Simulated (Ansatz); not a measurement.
**K36F36, 72 atoms: a scaling test**

Aim: measure how long a single point at PBE takes on K36F36, and how the time changes with the share of the machine.

Program: Ansatz 0.2.0 (single point, PBE, PAW support functions). Host: Intel Xeon 6975P-C (Granite Rapids), 96 cores, 190 hardware threads, 362 GiB; it was booked for these runs alone, one at a time. Each run is timed once from launch to exit, start-up included.

## 1. The system

The cell holds 72 atoms in 1347 Å³, 4×3×3 copies of a database cell.

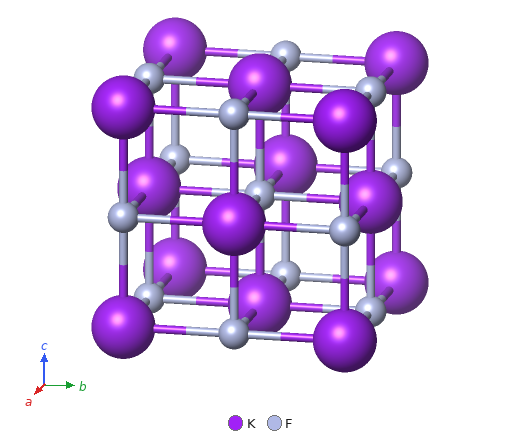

The parent crystal in its conventional cell, ideal positions, seen slightly off an axis (potassium purple, fluorine light blue).

## 2. First run

input.yaml reads:

```yaml
crystal:
  lattice:
    - [0.000000, 10.617652, 10.617652]
    - [7.963239, 0.000000, 7.963239]
    - [7.963239, 7.963239, 0.000000]
  atoms:
    - { symbol: K, position: [0.000000, 0.000000, 0.000000] }
    - { symbol: F, position: [0.125000, 0.166667, 0.166667] }
    - { symbol: K, position: [0.000000, 0.000000, 0.333333] }
    - { symbol: F, position: [0.125000, 0.166667, 0.500000] }
    - { symbol: K, position: [0.000000, 0.000000, 0.666667] }
    - { symbol: F, position: [0.125000, 0.166667, 0.833333] }
    - { symbol: K, position: [0.000000, 0.333333, 0.000000] }
    - { symbol: F, position: [0.125000, 0.500000, 0.166667] }
    - { symbol: K, position: [0.000000, 0.333333, 0.333333] }
    - { symbol: F, position: [0.125000, 0.500000, 0.500000] }
    - { symbol: K, position: [0.000000, 0.333333, 0.666667] }
    - { symbol: F, position: [0.125000, 0.500000, 0.833333] }
    - { symbol: K, position: [0.000000, 0.666667, 0.000000] }
    - { symbol: F, position: [0.125000, 0.833333, 0.166667] }
    - { symbol: K, position: [0.000000, 0.666667, 0.333333] }
    - { symbol: F, position: [0.125000, 0.833333, 0.500000] }
    - { symbol: K, position: [0.000000, 0.666667, 0.666667] }
    - { symbol: F, position: [0.125000, 0.833333, 0.833333] }
    - { symbol: K, position: [0.250000, 0.000000, 0.000000] }
    - { symbol: F, position: [0.375000, 0.166667, 0.166667] }
    - { symbol: K, position: [0.250000, 0.000000, 0.333333] }
    - { symbol: F, position: [0.375000, 0.166667, 0.500000] }
    - { symbol: K, position: [0.250000, 0.000000, 0.666667] }
    - { symbol: F, position: [0.375000, 0.166667, 0.833333] }
    - { symbol: K, position: [0.250000, 0.333333, 0.000000] }
    - { symbol: F, position: [0.375000, 0.500000, 0.166667] }
    - { symbol: K, position: [0.250000, 0.333333, 0.333333] }
    - { symbol: F, position: [0.375000, 0.500000, 0.500000] }
    - { symbol: K, position: [0.250000, 0.333333, 0.666667] }
    - { symbol: F, position: [0.375000, 0.500000, 0.833333] }
    - { symbol: K, position: [0.250000, 0.666667, 0.000000] }
    - { symbol: F, position: [0.375000, 0.833333, 0.166667] }
    - { symbol: K, position: [0.250000, 0.666667, 0.333333] }
    - { symbol: F, position: [0.375000, 0.833333, 0.500000] }
    - { symbol: K, position: [0.250000, 0.666667, 0.666667] }
    - { symbol: F, position: [0.375000, 0.833333, 0.833333] }
    - { symbol: K, position: [0.500000, 0.000000, 0.000000] }
    - { symbol: F, position: [0.625000, 0.166667, 0.166667] }
    - { symbol: K, position: [0.500000, 0.000000, 0.333333] }
    - { symbol: F, position: [0.625000, 0.166667, 0.500000] }
    - { symbol: K, position: [0.500000, 0.000000, 0.666667] }
    - { symbol: F, position: [0.625000, 0.166667, 0.833333] }
    - { symbol: K, position: [0.500000, 0.333333, 0.000000] }
    - { symbol: F, position: [0.625000, 0.500000, 0.166667] }
    - { symbol: K, position: [0.500000, 0.333333, 0.333333] }
    - { symbol: F, position: [0.625000, 0.500000, 0.500000] }
    - { symbol: K, position: [0.500000, 0.333333, 0.666667] }
    - { symbol: F, position: [0.625000, 0.500000, 0.833333] }
    - { symbol: K, position: [0.500000, 0.666667, 0.000000] }
    - { symbol: F, position: [0.625000, 0.833333, 0.166667] }
    - { symbol: K, position: [0.500000, 0.666667, 0.333333] }
    - { symbol: F, position: [0.625000, 0.833333, 0.500000] }
    - { symbol: K, position: [0.500000, 0.666667, 0.666667] }
    - { symbol: F, position: [0.625000, 0.833333, 0.833333] }
    - { symbol: K, position: [0.750000, 0.000000, 0.000000] }
    - { symbol: F, position: [0.875000, 0.166667, 0.166667] }
    - { symbol: K, position: [0.750000, 0.000000, 0.333333] }
    - { symbol: F, position: [0.875000, 0.166667, 0.500000] }
    - { symbol: K, position: [0.750000, 0.000000, 0.666667] }
    - { symbol: F, position: [0.875000, 0.166667, 0.833333] }
    - { symbol: K, position: [0.750000, 0.333333, 0.000000] }
    - { symbol: F, position: [0.875000, 0.500000, 0.166667] }
    - { symbol: K, position: [0.750000, 0.333333, 0.333333] }
    - { symbol: F, position: [0.875000, 0.500000, 0.500000] }
    - { symbol: K, position: [0.750000, 0.333333, 0.666667] }
    - { symbol: F, position: [0.875000, 0.500000, 0.833333] }
    - { symbol: K, position: [0.750000, 0.666667, 0.000000] }
    - { symbol: F, position: [0.875000, 0.833333, 0.166667] }
    - { symbol: K, position: [0.750000, 0.666667, 0.333333] }
    - { symbol: F, position: [0.875000, 0.833333, 0.500000] }
    - { symbol: K, position: [0.750000, 0.666667, 0.666667] }
    - { symbol: F, position: [0.875000, 0.833333, 0.833333] }
kpoints:
  mp_grid: { grid: [1, 1, 1] }
hamiltonian:
  xc: pbe
scf:
  occupations: { method: fixed }
  eigensolver: { kind: { support_functions: { accuracy: medium } } }
```

Run with:

```sh
$ CUDA_VISIBLE_DEVICES=0 ansatz run input.yaml --threads 96 --backend cpu --events-out ev --progress --plain --runs-dir out
```

Output (excerpt; [...] marks lines left out):

```text
Warning: scf.eigensolver.kind.support_functions: disabling space-group detection — the functions' gradient is summed over unrotated k-points, so no spatial operation reduces the k-mesh or symmetrises the density; time r
Warning: basis.ecutwfc = 631 eV, auto-derived: no grid that the accuracy of the support functions lays serves the files at the lower one that their records recommend; a deck with other species or settings can derive ano
settings of this run that can trade accuracy for cost: scf.eigensolver.kind.support_functions. Do not mix this run's numbers with those of runs without the same settings; the input reference describes each key
pinning: not binding workers (pin `auto` leaves the workers unbound: the CPU quota is narrower than the CPUs that the planning thread may run on, so engines sharing the machine would bind the same CPUs; pin `on` binds them even so)
[...]
Pseudopotentials: kind: paw
Pseudopotential: K, paw, valence charge 9, recommended cutoff 420 eV (normal), K.paw.azcp
Pseudopotential: F, paw, valence charge 7, recommended cutoff 420 eV (normal), F.paw.azcp
Functional definition: PBE
[...]
Crystal: 72 atoms, lattice volume = 1346.598 Å³
Basis set: ecut = 631 eV, 48419 PW (Γ), exchange–correlation on 250×192×192 points (8 copies of the dense FFT grid, shifted against one another)
Bands: 346, of which v1, the nominal top of the filled ones, is band 288 counted from 1 (287 counted from 0)
Symmetry: 1 space group operations
k-points: 1
[...]
Eigensolver: Support functions (medium, 90×72×72 points, laid for a spacing of at most 0.179762 Å, radius 3.990930 Å, 1 species' potentials softened for the grid, 2 wholly corrected for its errors in the mean over positions, 2 with the egg-box correction, ener
[...]
SCF iter   1: F=—  HF=-84610.365465 eV  |F-HF|=—  |Δ(HF+E_count)|=         —  Δρ=1.32e-1  dr2=2.54e2  ethr=1.00e-1
[...]
SCF iter  12: F=-84556.573743 eV  HF=-84556.573744 eV  |F-HF|=3.96e-7  |Δ(HF+E_count)|=   6.15e-3  Δρ=1.05e-5  dr2=9.27e-7  ethr=3.61e-10
[...]
SCF converged after 12 iterations
Stability not checked: this state was not tested for a lower state beside it, because the mixer in use, unlike msr1, does not test its closes by its own steps (another_mixer; see scf.mixing.algorithm and scf.lower_state_search)
Free energy (F): -84556.620500 eV
[...]
E sigma→0 (E₀):  -84556.620500 eV
Fermi energy:    1.601977 eV
[...]
--- Band table (eV) ---
  k-point 0: bands = ["-24.4711", "-24.4197", "-24.4196", "-24.3983", "-24.3982", "-24.3936", "-24.3935", "-24.3935", "-24.3935", "-24.3873", "-24.3873", "-24.3872", "-24.3872", "-24.3745", "-24.3745", "-24.3697", "-24.3697", "-24.3672", "-24.3569", "-24.3569"
  guard bands above this table: 50 of the run's 346 bands (output.publish_guard_bands: true publishes all)
settings of this run that can trade accuracy for cost: scf.eigensolver.kind.support_functions. Do not mix this run's numbers with those of runs without the same settings; the input reference describes each key
```

Wall time 17 s, CPU time 24 min, peak memory 6.2 GiB, 12 SCF iterations in all (96 threads).

Size of the job: 1 k-point, 48419 plane waves, 346 bands, 576 valence electrons, 1 symmetry operation.

Where the time went (the program's own counters):

| phase | seconds | share of the wall time |
| --- | --- | --- |
| diag | 10 | 61 % |
| potential | 0.23 | 1 % |
| density | 0.19 | 1 % |
| mixing | 0.079 | 0 % |
| xc_out | 0.01 | 0 % |

## 3. On 48 threads

input.yaml is that of step 2.

Run with:

```sh
$ CUDA_VISIBLE_DEVICES=0 ansatz run input.yaml --threads 48 --backend cpu --events-out ev --progress --plain --runs-dir out
```

Output (excerpt; [...] marks lines left out):

```text
Warning: scf.eigensolver.kind.support_functions: disabling space-group detection — the functions' gradient is summed over unrotated k-points, so no spatial operation reduces the k-mesh or symmetrises the density; time r
Warning: basis.ecutwfc = 631 eV, auto-derived: no grid that the accuracy of the support functions lays serves the files at the lower one that their records recommend; a deck with other species or settings can derive ano
settings of this run that can trade accuracy for cost: scf.eigensolver.kind.support_functions. Do not mix this run's numbers with those of runs without the same settings; the input reference describes each key
pinning: not binding workers (pin `auto` leaves the workers unbound: the CPU quota is narrower than the CPUs that the planning thread may run on, so engines sharing the machine would bind the same CPUs; pin `on` binds them even so)
[...]
[... 3 set-up lines as earlier in the session ...]
[...]
[... 1 set-up line as earlier in the session ...]
k-points: 1
[...]
Eigensolver: Support functions (medium, 90×72×72 points, laid for a spacing of at most 0.179762 Å, radius 3.990930 Å, 1 species' potentials softened for the grid, 2 wholly corrected for its errors in the mean over positions, 2 with the egg-box correction, ener
[...]
SCF iter   1: F=—  HF=-84610.365465 eV  |F-HF|=—  |Δ(HF+E_count)|=         —  Δρ=1.32e-1  dr2=2.54e2  ethr=1.00e-1
[...]
SCF iter  12: F=-84556.573743 eV  HF=-84556.573744 eV  |F-HF|=3.96e-7  |Δ(HF+E_count)|=   6.15e-3  Δρ=1.05e-5  dr2=9.27e-7  ethr=3.61e-10
[...]
SCF converged after 12 iterations
Stability not checked: this state was not tested for a lower state beside it, because the mixer in use, unlike msr1, does not test its closes by its own steps (another_mixer; see scf.mixing.algorithm and scf.lower_state_search)
Free energy (F): -84556.620500 eV
[...]
E sigma→0 (E₀):  -84556.620500 eV
Fermi energy:    1.601977 eV
[...]
--- Band table (eV) ---
[... band rows left out ...]
  guard bands above this table: 50 of the run's 346 bands (output.publish_guard_bands: true publishes all)
settings of this run that can trade accuracy for cost: scf.eigensolver.kind.support_functions. Do not mix this run's numbers with those of runs without the same settings; the input reference describes each key
```

Wall time 21 s, CPU time 15 min, peak memory 6.2 GiB, 12 SCF iterations in all (48 threads).

## 4. Scaling over threads

| threads | wall time | speed-up | efficiency | CPU time |
| --- | --- | --- | --- | --- |
| 48 | 21 s | 1 | 100 % | 15 min |
| 96 | 17 s | 1.3 | 63 % | 24 min |

## 5. Summary of results

| quantity | value |
| --- | --- |
| reference | 17 s on 96 threads |
| fastest over threads | 17 s on 96 |
| speed-up from 48 to 96 threads | 1.3 (63 % efficient) |

Going from 48 to 96 threads cuts the time by a factor of 1.3, 63 % of the ideal. In the reference run the eigensolver takes 61 % of the time. The figures hold for this build, input and host.
